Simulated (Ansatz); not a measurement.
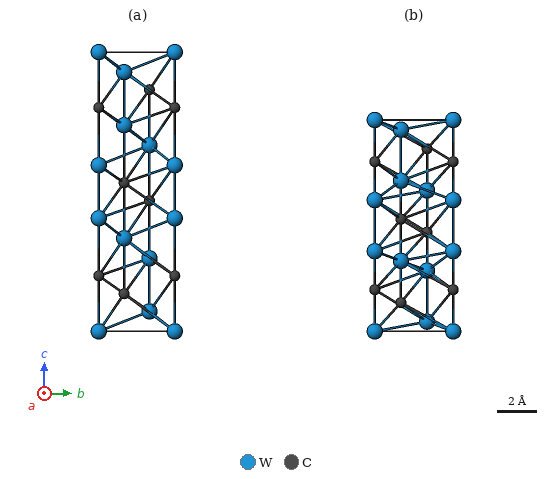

The structure of a crystal of W3C2 (a generated structure, set up in R-3m) (coarse preliminary run) before (left) and after (right) a relaxation, at one scale.

The picture is a ball-and-stick view of the conventional cell (3 times the calculation's cell), seen along the a axis. Lengths and directions refer to the drawn axes.

The calculation used DFT PBE, scalar-relativistic, plane waves, PAW in Ansatz.

Input
```yaml
crystal:
  lattice:
    - [2.25097561, 1.29960137, 4.77514176]
    - [-2.25097561, 1.29960137, 4.77514176]
    - [0.0, -2.59920275, 4.77514176]
  atoms:
    - { symbol: W, position: [0.405, 0.405, 0.405] }
    - { symbol: W, position: [0.595, 0.595, 0.595] }
    - { symbol: W, position: [0.0, 0.0, 0.0] }
    - { symbol: C, position: [0.80129999, 0.80129999, 0.80129999] }
    - { symbol: C, position: [0.19870001, 0.19870001, 0.19870001] }
basis:
  ecutwfc: 420
kpoints:
  mp_grid: { grid: [6, 6, 6] }
hamiltonian:
  xc: pbe
scf:
  occupations: { method: gaussian, width: 0.1 }
  lower_state_search: "off"
output:
  forces: true
  stress: true
  eigenvalues: true
relax:
  adjacent_minimum: "off"
  f_tol: 0.04
  max_steps: 70
  cell: { stress_tol: 0.4 }
```

Command:
```bash
ansatz run input.yaml --threads 1 --pin off --max-ram 2560MiB --backend cpu --events-out ev --progress --plain --runs-dir out
```

> What changed between the two?

The largest moves relative to the cell, 0.28 Å, are those of W1 and W2. W1 goes along −c. Largest moves by element: W 0.28 Å, C 0.02 Å. Cell: a = b 4.502 → 4.645 Å (+3.2 %), c 14.325 → 10.844 Å (−24.3 %). Volume −19.4 %. Among the contacts that change: W1–C5 2.955 → 1.975 Å, W3–C4 2.846 → 2.139 Å, W1–W2 3.312 → 2.861 Å, W3–C4 (another image) 3.237 → 3.061 Å. The space group stays R-3m (No. 166). Over 10 accepted moves (11 points after the start) the energy falls by 1068 meV per atom. The largest force component goes from 0.21 to 0.0043 eV/Å. Pressure: −35.23 GPa at the start and −0.13 GPa at the end. At 1 point the geometry stayed and the basis and grid were re-selected for the new cell (energy shift of 0.6 meV per atom at most each time). Cost: 20 s on 1 thread of AMD EPYC 9R45 96-Core Processor (Zen 5) (shared host), peak memory 0.48 GiB.
